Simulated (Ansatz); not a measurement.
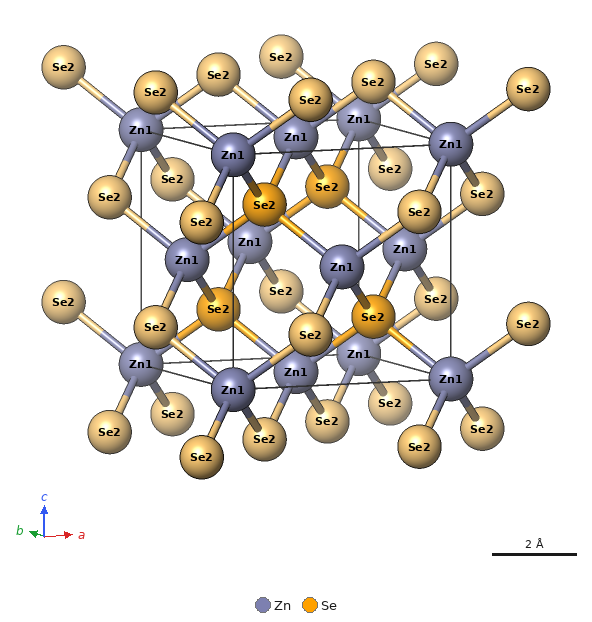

Figure 1. The structure (ball-and-stick view of the cell 4 times as large as that of the calculation, set on its symmetry axes, seen slightly off an axis; neighbours outside the cell are drawn fainter; atoms are numbered from 1 in the order of the input). Near neighbours in the crystal (not all of them lie inside the picture): Zn has 4 Se at 2.45 Å; Se has 4 Zn at 2.45 Å.

**Band-structure calculation, with input and output: ZnSe (part 1 of 2)**

System: ZnSe (2 atoms in the cell).
Method: DFT, r2SCANh, plane waves, PAW, no spin polarisation (Ansatz 0.2.0).

The structure derives from an entry of the Crystallography Open Database. The geometry comes from this level: r2SCAN. Figures and captions count atoms from 1; the log counts them from 0 in places.

### The program's output
```
Warning: output.stress: scf.convergence.dr2_threshold = 1e-7 eV (the SCF's general default) is looser than the 2e-10 eV advised for a printed stress (1e-10 eV for each atom of the cell: 2). What an SCF threshold leaves in a stress goes as its square root, and in the free energy as the threshold itself, and one threshold admits the most on a small cell: of the crystals measured, under no hybrid functional and no lock of the moments, on runs that ended without the residual-converged pass, on stresses that held no estimate of that error, the worst erred by over 100 MPa in a component at 1e-7 eV an atom and by under 5 at 1e-10. Set scf.convergence.dr2_threshold to 2e-10 eV or tighter. The threshold is an SCF's pass mark: one that does not reach it within its budget of iterations ends unconverged, or closes short of it on a stop that the run arms, and scf.convergence.dr2_threshold's page says what that costs each kind of run
Warning: output.stress: scf.exx.energy_threshold = 1e-6 eV is looser than the 2e-8 eV advised for a stress under a hybrid functional (1e-8 eV for each atom of the cell: 2). Every SCF of the exchange loop can meet its threshold on dr2 while the loop round them stops early: no threshold on dr2 bounds what that leaves in the stress. Set scf.exx.energy_threshold to 2e-8 eV or tighter. The threshold is the loop's pass mark: a loop that does not reach it within its budget of cycles ends unconverged, and scf.exx.energy_threshold's page has the law
scf.n_extra_bands = 4 over 14 filled bands (N_el = 28.0): the run solves 18 bands
Engine: ansatz 0.2.0, aarch64-unknown-linux-gnu
Pseudopotentials: kind: paw
Pseudopotential: Zn, paw, valence charge 12, recommended cutoff 500 eV (meta_gga), Zn.paw.azcp
Pseudopotential: Se, paw, valence charge 16, recommended cutoff 500 eV (meta_gga), Se.paw.azcp
Functional definition: r2SCANh
  parameter a = 0.1
  parameter k0 = 0.174
  parameter k1 = 0.065
  parameter a1 = 4.9479
  exchange = (1 - a)*r2scan_x(k0 = k0, k1 = k1, a1 = a1) + a*exact_x
  correlation = r2scan_c
davidson cushion auto → on  (no smearing: the cushion is to keep the highest requested band from converging to the state above it; pin scf.eigensolver.cushion to override)
Crystal: 2 atoms, lattice volume = 45.447 Å³
Basis set: ecut = 500 eV, 1139 PW (Γ), exchange–correlation on 120×120×120 points (64 copies of the dense FFT grid, shifted against one another)
Bands: 18, of which v1, the nominal top of the filled ones, is band 14 counted from 1 (13 counted from 0)
Symmetry: 24 space group operations
Space group: F-43m (ITA 216), of the structure as read, at distance tolerance 3.6e-5 Å
k-points: 16 of 216 (time reversal used)
Non-local potential: Zn, projectors of the file, l = 0: 2, l = 1: 2, l = 2: 3, l = 3: 1
Non-local potential: Se, projectors of the file, l = 0: 2, l = 1: 2, l = 2: 3, l = 3: 1
PAW form: soft (Blöchl's): semilocal exchange-correlation on the pseudo side does not see the compensation charge
PAW frozen core: Zn, regenerated for the run's functional, and the local potential with it (the file was generated under x = pbe(κ = 0.804, μ = 0.2195149727645171), c = pbe(β = 0.06672455060314922))
PAW frozen core: Se, regenerated for the run's functional, and the local potential with it (the file was generated under x = pbe(κ = 0.804, μ = 0.2195149727645171), c = pbe(β = 0.06672455060314922))
PAW one-centre angular grid: Zn, 590 points (default); XC on 261 of its mesh's 2673 points in the sphere
PAW one-centre angular grid: Se, 590 points (default); XC on 160 Gauss nodes
Initial density: superposition of atomic densities (neutral atoms: chi_scale 0, normalization atom), corrected by the library's trained network
Initial wavefunctions: pseudopotential atomic-orbital guess
Functional: x = r2scan, c = r2scan; τ floored in thin density (d = 2e-4 eV/Å³), warm-up for x = 0.9 r2scan + 0.1 exact, c = r2scan; τ floored in thin density (d = 2e-4 eV/Å³)
SCF iter   1: F=—  HF=-8805.500375 eV  |F-HF|=—  |Δ(HF+E_count)|=         —  Δρ=1.45e-2  dr2=4.46e-2  dr2_τ=5.64e-3  ethr=1.77e-3  ⟨swp⟩=8.4  Hψ=1350  notcnv=0
preconditioner: auto → none  [insulator: Δε(μ)=1.866 eV  Ē_g=12.755 eV  n_scr=14 (ndim 8)  ℏωp=23.4 eV  f_vac=0.116]
SCF iter   2: F=—  HF=-8805.499518 eV  |F-HF|=—  |Δ(HF+E_count)|=   8.57e-4  Δρ=3.45e-3  dr2=6.27e-3  dr2_τ=2.08e-4  ethr=1.59e-4  ⟨swp⟩=4.0  Hψ=928  notcnv=0
SCF iter   3: F=—  HF=-8805.495543 eV  |F-HF|=—  |Δ(HF+E_count)|=   3.97e-3  Δρ=2.73e-3  dr2=1.43e-3  dr2_τ=1.17e-5  ethr=2.24e-5  ⟨swp⟩=4.0  Hψ=908  notcnv=0
iter 4 solved again at ethr=3.02e-7 eV; its pass at ethr=5.10e-6 eV (dr2=8.46e-5 eV) is discarded
SCF iter   4: F=-8805.495705 eV  HF=-8805.495737 eV  |F-HF|=3.16e-5  |Δ(HF+E_count)|=   1.93e-4  Δρ=4.88e-4  dr2=6.25e-5  dr2_τ=3.18e-6  ethr=3.02e-7  ⟨swp⟩=3.0  Hψ=1363  notcnv=0
eigensolver tolerance schedule: the retry pair's looser diagonalisation over-reported the residual by 0.35 of it (diagonalisation noise at 0.39 of the residual, at the tolerance the schedule requests for it); recorded, not acted on — ethr = c·dr2/N_el stays at c = 1.0e-1
SCF 1 stopped early in 4 iterations: F = -8805.495705 eV  dr2 = 6.25e-5
  greatest PAW one-centre occupation: 1.000 electrons in one spin orbital (limit 2), on the Se atom at site 1 (counted from 0), in its partial waves of l = 2
Initial density: handed on by an earlier stage of this run
Initial wavefunctions: those handed on with the density
Functional: x = 0.9 r2scan + 0.1 exact, c = r2scan; τ floored in thin density (d = 2e-4 eV/Å³)
Frozen-core exchange: fock
SCF iter   1: F=—  HF=-8804.675768 eV  |F-HF|=—  |Δ(HF+E_count)|=         —  Δρ=6.83e-3  dr2=1.09e-2  dr2_τ=1.25e-5  ethr=2.23e-6  ⟨swp⟩=5.8  Hψ=1310  notcnv=0
preconditioner: auto → none  [insulator: Δε(μ)=2.466 eV  Ē_g=13.779 eV  n_scr=14 (ndim 8)  ℏωp=23.4 eV  f_vac=0.117]
SCF iter   2: F=—  HF=-8804.672756 eV  |F-HF|=—  |Δ(HF+E_count)|=   3.01e-3  Δρ=6.40e-4  dr2=1.86e-4  dr2_τ=8.77e-7  ethr=2.23e-6  ⟨swp⟩=4.0  Hψ=1092  notcnv=0
SCF iter   3: F=—  HF=-8804.673397 eV  |F-HF|=—  |Δ(HF+E_count)|=   6.42e-4  Δρ=4.13e-4  dr2=5.04e-5  dr2_τ=1.14e-7  ethr=5.23e-7  ⟨swp⟩=3.4  Hψ=777  notcnv=0
SCF iter   4: F=—  HF=-8804.673389 eV  |F-HF|=—  |Δ(HF+E_count)|=   8.08e-6  Δρ=4.78e-5  dr2=1.27e-6  dr2_τ=2.41e-8  ethr=1.77e-7  ⟨swp⟩=3.0  Hψ=813  notcnv=0
SCF iter   5: F=-8804.673395 eV  HF=-8804.673395 eV  |F-HF|=2.12e-7  |Δ(HF+E_count)|=   5.56e-6  Δρ=3.08e-5  dr2=4.76e-7  dr2_τ=3.78e-9  ethr=2.11e-9  ⟨swp⟩=3.9  Hψ=890  notcnv=0
SCF 2 stopped early in 5 iterations: F = -8804.673395 eV  dr2 = 4.76e-7
hybrid outer 1: dexx = +6.483e-4 eV, tail = 2.29e-6 eV
Frozen-core exchange: fock
SCF iter   1: F=—  HF=-8804.673382 eV  |F-HF|=—  |Δ(HF+E_count)|=         —  Δρ=1.69e-5  dr2=1.01e-7  dr2_τ=1.77e-9  ethr=4.09e-8  ⟨swp⟩=2.7  Hψ=654  notcnv=0
preconditioner: auto → none  [insulator: Δε(μ)=2.475 eV  Ē_g=13.695 eV  n_scr=14 (ndim 8)  ℏωp=23.4 eV  f_vac=0.118]
SCF iter   2: F=—  HF=-8804.673382 eV  |F-HF|=—  |Δ(HF+E_count)|=   3.14e-8  Δρ=4.42e-6  dr2=1.09e-8  dr2_τ=1.23e-10  ethr=2.84e-10  ⟨swp⟩=4.0  Hψ=1062  notcnv=0
SCF iter   3: F=-8804.673382 eV  HF=-8804.673382 eV  |F-HF|=1.38e-10  |Δ(HF+E_count)|=   1.66e-9  Δρ=1.12e-6  dr2=3.08e-9  dr2_τ=1.38e-11  ethr=2.96e-11  ⟨swp⟩=3.0  Hψ=747  notcnv=0
SCF 3 converged in 3 iterations: F = -8804.673382 eV  dr2 = 3.08e-9
  Residual-converged pass: ⟨swp⟩=3.1  Hψ=660  notcnv=0  max |occ|·‖R‖ = 2.3e-6 eV (tolerance 2.4e-6 eV)  dr2=3.09e-9  dr2_τ=1.52e-11  dr2_onsite=1.64e-10  max |Δocc| = 0.0e0
```

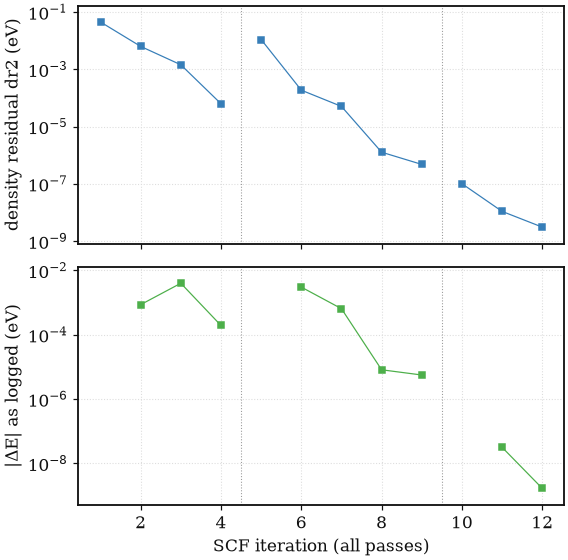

Figure 2. Convergence of the self-consistent field: density residual dr2 and size of the energy change against the SCF iteration. The run starts with a semilocal functional; after that each stretch between dotted lines is one SCF of the hybrid functional between two exact rebuilds of the exchange operator by the outer loop. Early passes are stopped at a loose threshold. The passes take 4, 5 and 3 iterations.

```
hybrid outer 2: dexx = +1.995e-8 eV, tail = 6.63e-9 eV, Δε = 6.63e-4 eV (about 6.08e-5 eV left of the loop's levels)
NSCF: frozen V_eff on 6 k-points
hybrid SCF converged: 2 outer / 8 inner (+4 warm-up), last move |dexx| = 1.99e-8 eV, tail = 6.63e-9 eV
Stability not checked: this state was not tested for a lower state beside it, because the functional holds exact exchange (a hybrid, or Hartree-Fock), whose exchange loop this test does not read (fock_operator; see scf.lower_state_search)
Free energy (F): -8804.673382 eV
Frozen-core exchange: fock
Harris-Foulkes:  -8804.673382 eV  (|F-HF|=1.38e-10)
Internal energy: -8804.673382 eV  (E = F + TS)
E sigma→0 (E₀):  -8804.673382 eV
Fermi energy:    6.137150 eV
--- Per-component energies (eV) ---
  E_band       = -431.081136
  E_kinetic    = 249.268741
  E_local      = -4399.191377  (includes V_loc(G=0)·N_el)
  E_nonlocal   = 24.244348
  E_hartree    = 2042.865284
  E_xc         = -201.955516
  E_vxc        = -143.874348  (∫ρ·V_xc dr)
  E_exx        = -48.703397  (= α·E_x^exact, valence–valence)
  E_paw        = -3747.053713  (= ΣΔE_a)
  E_vpaw       = -156.706581  (= ΣTr[D̂ρ^β])
  E_aug_tail   = -0.000239  (compensation charges beyond the density's cutoff)
  E_vtau       = 6.854308  (kinetic-family band-sum trace: ∫τ·v_τ [+ j·A + Jᵃ·Aᵃ] dr)
  E_ewald      = -2722.264042
  E_core_change = -1.883471  (= ΣΔE_core)
  E_smearing   = -0.000000  (= −TS)
  E_closure    = 0.000000  (closes the sum)
  Σ components = -8804.673382   (vs F -8804.673382, Δ=0.00e0)
--- Forces (eV/Å), atoms counted from 1 ---
  atom   1  Zn     0.00000000     0.00000000    -0.00000000
  atom   2  Se    -0.00000000     0.00000000    -0.00000000
  max |Σ_I F_I| component: 1.67e-16 eV/Å
--- Stress (GPa, compression-positive) ---
       -0.021121      -0.000000      -0.000000
       -0.000000      -0.021121       0.000000
       -0.000000       0.000000      -0.021121
  P = ⅓ Tr σ = -0.0211 GPa (-0.211 kbar)
--- Band table (eV; the first three rows and the last of 16) ---
  k-point 0: bands = ["-42.8062", "-42.8062", "-42.8062", "-42.8001", "-42.8001", "-7.9925", "-1.2606", "-1.2606", "-1.2606", "-0.8876", "-0.8876", "6.1371", "6.1371", "6.1371", "8.6126", "13.1259", "13.1259", "13.1259"]
  k-point 1: bands = ["-42.8061", "-42.8061", "-42.8061", "-42.8001", "-42.8001", "-7.8051", "-1.2340", "-1.2340", "-1.2293", "-0.8892", "-0.8892", "4.2333", "5.8750", "5.8750", "9.8374", "13.1741", "13.5497", "13.5497"]
  k-point 2: bands = ["-42.8061", "-42.8060", "-42.8060", "-42.8001", "-42.8001", "-7.3849", "-1.1884", "-1.1884", "-1.0403", "-0.8820", "-0.8820", "1.8820", "5.4262", "5.4262", "9.9749", "13.7943", "13.7943", "14.9406"]
  k-point 15: bands = ["-42.8062", "-42.8059", "-42.8058", "-42.8001", "-42.8000", "-6.8553", "-1.1310", "-1.0488", "-0.9653", "-0.8726", "-0.5960", "1.2503", "3.3528", "3.4746", "11.5672", "12.1036", "15.7439", "16.0259"]
```
